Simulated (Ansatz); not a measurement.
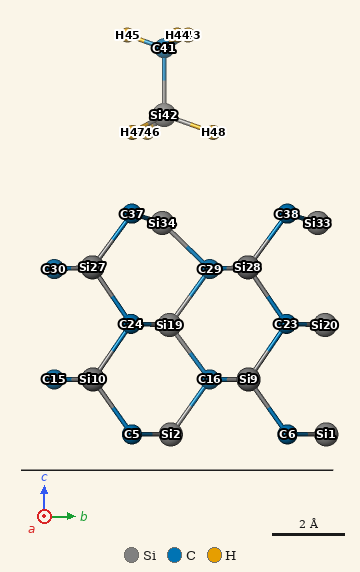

Starting structure of a slab of composition Si7H2C7 (cut from the F-43m phase). Style: ball-and-stick. Shown: the cell of the calculation, outlined in the plane, without the vacuum (origin shifted), along the a axis.

Case: 1 MeSiH3 a cell, upright, over a bridge Si-C site. The slab is the (1 1 0) face of SiC with MeSiH3 on it. 16 atoms are held fixed.

Level of theory: DFT PBE+D3(BJ), scalar-relativistic, plane waves, PAW (Ansatz 0.2.0).

Set-up: plane-wave cutoff 420 eV; k-point mesh 3 × 2 × 1; occupations gaussian; smearing width 0.05 eV; no spin polarisation; dipole correction; atoms relaxed in a fixed cell; force threshold 0.04 eV/Å; at most 100 steps.

```
CELL_PARAMETERS angstrom
6.15000 0.00000 0.00000
0.00000 8.69741 0.00000
0.00000 0.00000 26.87460
ATOMIC_POSITIONS crystal
Si 0.25000 0.75000 0.29768
Si 0.25000 0.25000 0.29768
Si 0.75000 0.75000 0.29768
Si 0.75000 0.25000 0.29768
C 0.50000 0.12500 0.29768
C 0.50000 0.62500 0.29768
C 0.00000 0.12500 0.29768
C 0.00000 0.62500 0.29768
Si 0.50000 0.50000 0.35489
Si 0.50000 0.00000 0.35489
Si 0.00000 0.50000 0.35489
Si 0.00000 0.00000 0.35489
C 0.75000 0.87500 0.35489
C 0.75000 0.37500 0.35489
C 0.25000 0.87500 0.35489
C 0.25000 0.37500 0.35489
Si 0.75000 0.24583 0.41153
Si 0.75000 0.74583 0.41153
Si 0.25000 0.24583 0.41153
Si 0.25000 0.74583 0.41153
C 0.00000 0.62178 0.41272
C 0.00000 0.12178 0.41272
C 0.50000 0.62178 0.41272
C 0.50000 0.12178 0.41272
Si 0.00000 0.99821 0.47156
Si 0.00000 0.49821 0.47156
Si 0.50000 0.99821 0.47156
Si 0.50000 0.49821 0.47156
C 0.25000 0.37546 0.46976
C 0.25000 0.87546 0.46976
C 0.75000 0.37546 0.46976
C 0.75000 0.87546 0.46976
Si 0.25000 0.72278 0.51771
Si 0.25000 0.22278 0.51771
Si 0.75000 0.72278 0.51771
Si 0.75000 0.22278 0.51771
C 0.50000 0.12469 0.52742
C 0.50000 0.62469 0.52742
C 0.00000 0.12469 0.52742
C 0.00000 0.62469 0.52742
C 0.83666 0.22869 0.69953
Si 0.83666 0.22869 0.63008
H 0.70607 0.30573 0.71327
H 0.99634 0.27013 0.71327
H 0.80760 0.11019 0.71327
H 0.62500 0.17373 0.61189
H 0.00980 0.12655 0.61189
H 0.87520 0.38578 0.61189
```

Question: What does the optimiser find from here?

Answer: The atom that moves furthest is H44 (4.88 Å at 65° to the normal (−c side)). Largest moves by element: H 4.88 Å, C 3.97 Å, Si 2.91 Å. The cell stays as it was. Near-neighbour distances that change, for instance: C40–Si42 4.526 → 1.897 Å, Si35–Si42 5.279 → 2.998 Å, Si34–H47 3.048 → 1.493 Å, Si42–H47 1.470 → 2.571 Å. New bonds form, among them: C40–Si42 (4.53 → 1.90 Å), Si34–H47 (3.05 → 1.49 Å). Bonds break, among them: Si42–H47 (1.47 → 2.57 Å). Bond angles that change, for instance: Si25–C39–Si34 99.5° → 109.9°, Si19–C29–Si34 98.4° → 107.0°, Si27–C37–Si34 99.5° → 108.1°. Over 60 accepted moves (63 points after the start) the energy falls by 2.694 eV per cell of the calculation. The largest force component goes from 1.1 to 0.015 eV/Å. The line search rejected the trial steps at points 6, 56 of the run. 1 step only repeated the SCF at the same geometry. The forces were under the threshold at step 7, but the run went on from there.

Step by step:

```tsv
step	E − E(0), meV/atom	largest force component, eV/Å	note
0	0.00	1.0619	
1	-4.79	0.1751	
2	-6.85	0.1609	
3	-8.22	0.0776	
4	-9.02	0.0652	
5	-9.43	0.0663	
6	-9.41	0.3278	rejected
7	-9.58	0.0305	
8	-9.72	0.0453	
9	-9.94	0.1198	
10	-10.20	0.2234	
13	-12.52	0.1306	
16	-15.21	0.2896	
18	-16.74	0.0846	
21	-18.46	0.0841	
24	-19.91	0.0621	
27	-21.06	0.0896	
30	-21.90	0.0713	
32	-22.29	0.0699	
35	-22.90	0.1316	
38	-24.83	0.2755	
41	-32.28	0.4601	
43	-34.25	0.4595	
46	-37.29	0.4279	
49	-48.30	0.3945	
52	-53.99	0.2397	
55	-55.72	0.2002	
57	-55.87	0.0574	
60	-56.08	0.1058	
63	-56.13	0.0152
```

After the run, drawn alike:

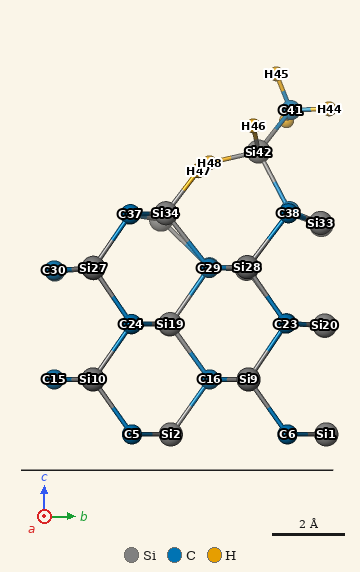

Limits of the set-up: the periodic images lie only 6.1 Å apart, so the values are limited by the cell's size.
